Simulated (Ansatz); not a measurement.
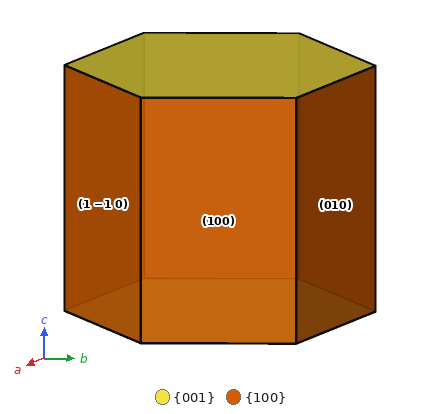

Mo, space group P6/mmm (No. 191), a = 2.749 Å, b = 2.749 Å, c = 2.534 Å, α = 90.00°, β = 90.00°, γ = 120.00°. BFDH (Bravais–Friedel–Donnay–Harker) growth shape, computed from the cell and space group alone: each face lies at a distance from the centre proportional to 1/d(hkl), with d taken for the first order that the space group does not extinguish. It ignores bonding, solvent and kinetics. Source: coordinates from a relaxation with DFT r2SCAN, scalar-relativistic, plane waves, PAW in Ansatz 0.2.0. Forms under 0.4 % of the area are left out.

### Which form makes up most of the surface, and how much?

{100}, with 6 faces and about 65 % of the area; its spacing is d = 2.381 Å.

### How many faces does the whole crystal have, by form?

8 faces: 6 of {100} and 2 of {001}.

### List the forms with their spacings and shares.

```csv
form,faces,d (Å),share of area (%)
{100},6,2.381,65.3
{001},2,2.534,34.7
```
